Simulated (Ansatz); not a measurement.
**Single-point calculation of Al**

The run: single-point calculation of Al (Im-3m, 1 atom in the cell). Method and program: DFT PBEsol, scalar-relativistic, plane waves, PAW, no spin polarisation (Ansatz 0.2.0).

The structure derives from a Materials Project entry. Figures and captions count atoms from 1; the log counts them from 0 in places.

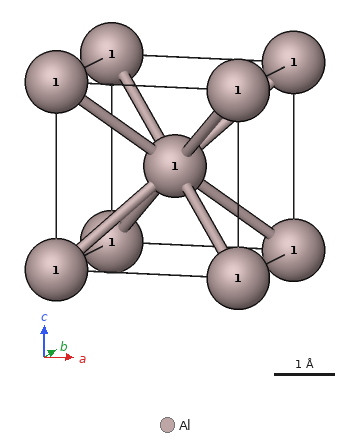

*The structure (ball-and-stick view of the cell 2 times as large as that of the calculation, set on its symmetry axes, seen slightly off an axis; atoms are numbered from 1 in the order of the input). An atom can appear more than once, as a periodic image.*

Near neighbours in the periodic cell (some may lie outside the picture): Al has 8 Al at 2.76 Å.

Key numbers:

| quantity | value |
| --- | --- |
| outcome | converged |
| space group (tolerance 0.01 Å) | Im-3m (229) |
| electrons treated | 3 |
| free energy | −524.4488 eV |
| Fermi energy | 8.139 eV |
| gap on the k-point mesh | none (metallic) |
| pressure | 2.21 GPa |
| largest force (length of the vector) | under 0.001 eV/Å |
| hardware | 1 thread of Intel Xeon @ 2.70GHz, 189 GiB of memory available, shared host |
| wall time | 2 s |
| peak memory | 0.31 GiB |

Input file:
```yaml
crystal:
  lattice:
    - [-1.59121869, 1.59121869, 1.59121869]
    - [1.59121869, -1.59121869, 1.59121869]
    - [1.59121869, 1.59121869, -1.59121869]
  atoms:
    - { symbol: Al, position: [0.0, 0.0, 0.0] }
basis:
  ecutwfc: 420
kpoints:
  mp_grid: { grid: [20, 20, 20] }
hamiltonian:
  xc: pbesol
scf:
  occupations: { method: gaussian, width: 0.15 }
output:
  forces: true
  stress: true
  eigenvalues: true
  write_density: true
  write_potential: true
  elf: true
  volumetric_format: npy
```

Command:
```bash
ansatz run input.yaml --threads 1 --pin off --max-ram 2560MiB --backend cpu --events-out ev --progress --plain --runs-dir out
```

Log:
```
Engine: ansatz 0.2.0, x86_64-unknown-linux-gnu
Pseudopotentials: kind: paw
Pseudopotential: Al, paw, valence charge 3, recommended cutoff 420 eV (normal), Al.paw.azcp
Functional definition: PBEsol
  exchange = pbesol_x
  correlation = pbesol_c
Crystal: 1 atoms, lattice volume = 16.116 Å³
Basis set: ecut = 420 eV, 321 PW (Γ), exchange–correlation on 40×40×40 points (8 copies of the dense FFT grid, shifted against one another)
Bands: 6, of which v1, the nominal top of the filled ones, is band 2 counted from 1 (1 counted from 0)
Symmetry: 48 space group operations
Space group: Im-3m (ITA 229), of the structure as read, at distance tolerance 2.5e-5 Å
k-points: 256 of 8000
Non-local potential: Al, projectors of the file, l = 0: 2, l = 1: 2, l = 2: 1
PAW form: soft (Blöchl's): semilocal exchange-correlation on the pseudo side does not see the compensation charge
PAW frozen core: Al, regenerated for the run's functional, and the local potential with it (the file was generated under x = pbe(κ = 0.804, μ = 0.2195149727645171), c = pbe(β = 0.06672455060314922))
PAW one-centre angular grid: Al, 110 points (default); XC on 64 Gauss nodes
Initial density: superposition of atomic densities (neutral atoms: chi_scale 0, normalization atom), corrected by the library's trained network
Initial wavefunctions: pseudopotential atomic-orbital guess
Functional: x = pbesol(κ = 0.804, μ = 0.12345679012345678), c = pbesol(β = 0.046)
SCF iter   1: F=—  HF=-524.448832 eV  |F-HF|=—  |Δ(HF+E_count)|=         —  Δρ=4.39e-4  dr2=9.01e-6  ethr=1.77e-3  ⟨swp⟩=4.7  Hψ=13208  notcnv=0
preconditioner: auto → none  [metal: Δε(μ)=0.040 eV  Ē_g=13.414 eV  σ=0.150 eV  W_gap=0.15  n_scr=0 (ndim 8)  ℏωp=16.0 eV  f_vac=0.000  D(μ)=0.46/eV (n_scr^D=0)]
SCF iter   2: F=—  HF=-524.448837 eV  |F-HF|=—  |Δ(HF+E_count)|=   5.83e-6  Δρ=2.19e-4  dr2=2.02e-6  ethr=3.00e-7  ⟨swp⟩=2.0  Hψ=3945  notcnv=0
iter 3 did not close the SCF: its close was put off for the readings that it lacked (scf_convergence_deferred on its scf_iter line)
SCF iter   3: F=-524.448838 eV  HF=-524.448838 eV  |F-HF|=5.30e-9  |Δ(HF+E_count)|=   4.37e-7  Δρ=1.33e-5  dr2=2.24e-8  ethr=6.75e-8  ⟨swp⟩=2.0  Hψ=1840  notcnv=0
iter 4 did not close the SCF: its close was put off for the readings that it lacked (scf_convergence_deferred on its scf_iter line)
SCF iter   4: F=-524.448838 eV  HF=-524.448838 eV  |F-HF|=3.56e-11  |Δ(HF+E_count)|=   4.46e-9  Δρ=1.24e-6  dr2=7.11e-11  ethr=7.45e-10  ⟨swp⟩=1.3  Hψ=1536  notcnv=0
iter 5 did not close the SCF: its close was put off for the readings that it lacked (scf_convergence_deferred on its scf_iter line)
SCF iter   5: F=-524.448838 eV  HF=-524.448838 eV  |F-HF|=2.96e-12  |Δ(HF+E_count)|=  2.65e-11  Δρ=1.36e-7  dr2=2.40e-12  ethr=2.37e-12  ⟨swp⟩=2.2  Hψ=1826  notcnv=0
SCF iter   6: F=-524.448838 eV  HF=-524.448838 eV  |F-HF|=0.00e0  |Δ(HF+E_count)|=  2.84e-12  Δρ=8.90e-9  dr2=1.11e-14  ethr=1.00e-12  ⟨swp⟩=4.0  Hψ=5810  notcnv=0
SCF 1 converged in 6 iterations: F = -524.448838 eV  dr2 = 1.11e-14
  greatest PAW one-centre occupation: 0.465 electrons in one spin orbital (limit 2), on the Al atom at site 0 (counted from 0), in its partial waves of l = 0
```

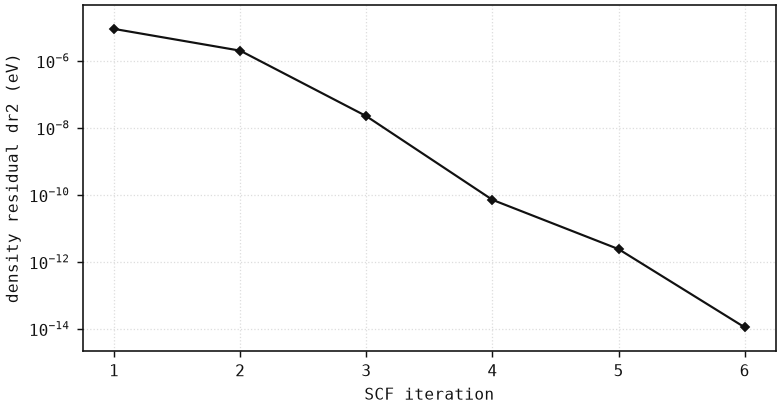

*Convergence of the self-consistent field: density residual dr2 against the SCF iteration.*

The residual falls at every step.

```
SCF converged after 6 iterations
Free energy (F): -524.448838 eV
Harris-Foulkes:  -524.448838 eV  (|F-HF|=0.00e0)
Internal energy: -524.443698 eV  (E = F + TS)
E sigma→0 (E₀):  -524.446268 eV
Entropy (-TS):   -0.005140 eV (-5.140 meV/atom)
Fermi energy:    8.138886 eV
--- Per-component energies (eV) ---
  E_band       = 11.016782
  E_kinetic    = 23.117678
  E_local      = 10.159625  (includes V_loc(G=0)·N_el)
  E_nonlocal   = 10.594246
  E_hartree    = 0.069595
  E_xc         = -39.553381
  E_vxc        = -29.335793  (∫ρ·V_xc dr)
  E_paw        = -454.751253  (= ΣΔE_a)
  E_vpaw       = -3.658161  (= ΣTr[D̂ρ^β])
  E_aug_tail   = -0.000002  (compensation charges beyond the density's cutoff)
  E_ewald      = -74.099344
  E_core_change = 0.019139  (= ΣΔE_core)
  E_smearing   = -0.005140  (= −TS)
  E_closure    = 0.000000  (closes the sum)
  Σ components = -524.448838   (vs F -524.448838, Δ=0.00e0)
--- Forces (eV/Å), atoms counted from 1 ---
  atom   1  Al     0.00000000    -0.00000000     0.00000000
  max |Σ_I F_I| component: 1.05e-32 eV/Å
--- Stress (GPa, compression-positive) ---
        2.207401       0.000000       0.000000
       -0.000000       2.207401       0.000000
       -0.000000      -0.000000       2.207401
  P = ⅓ Tr σ = 2.2074 GPa (22.074 kbar)
--- Band table (eV; the first three rows and the last of 256) ---
  k-point 0: bands = ["-3.1515", "21.4137", "21.4137", "21.4137", "23.1409", "23.1409"]
  k-point 1: bands = ["-3.0784", "20.4954", "20.8852", "21.1124", "22.7838", "23.4936"]
  k-point 2: bands = ["-2.8596", "18.6495", "20.0273", "20.4121", "22.0355", "23.0290"]
  k-point 255: bands = ["10.0387", "10.0387", "10.0387", "11.0600", "11.0600", "13.9964"]
```

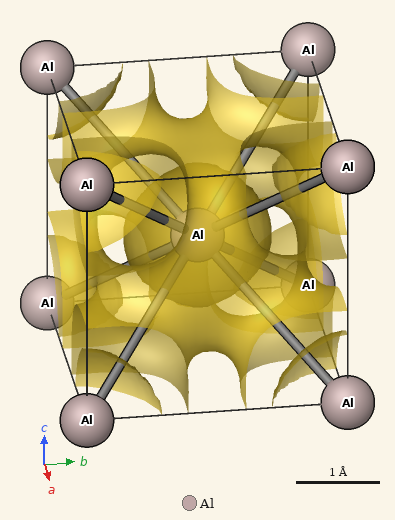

*Isosurface of the electron localisation function at 0.5 (yellow), seen at an oblique angle. Only the valence region is drawn (cores and ρ < 0.01 e/Å³ removed). Sticks mark near contacts. The outline is the cell set on symmetry axes.*

Along the contacts the grid gives the following. Al–Al (2.76 Å): the ELF peaks at about 0.65 between the atoms. In a PAW calculation such maps are meaningful between the atoms, not at the nuclei.

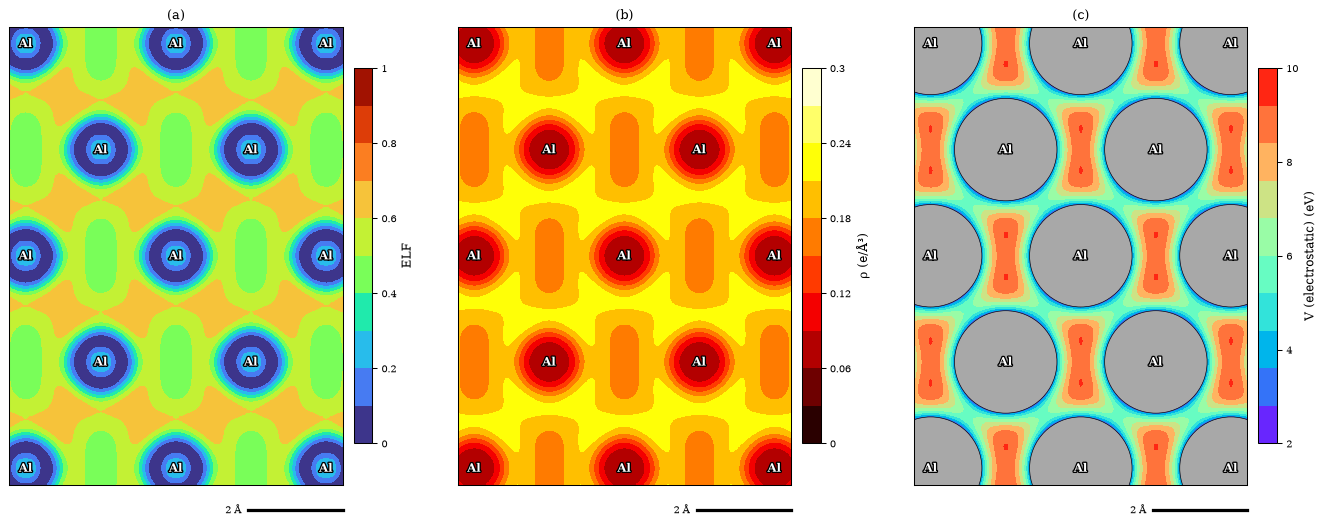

*(a) ELF; (b) valence pseudo-density; (c) electrostatic potential energy of an electron on the (101) plane of the conventional cell. Grey discs, where drawn, cover atomic cores.*

The section cuts through Al sites. Al–Al (2.76 Å): ρ at the midpoint is about 0.22 e/Å³; the ELF peaks at about 0.65 between the atoms. Away from the nuclei the density in this plane falls to 0.16 e/Å³ at its lowest. Outside the cores the potential energy rises away from the atoms and is highest about 1.7 Å from the nearest atoms; outside the discs it spans about 7 eV, and its zero is arbitrary.
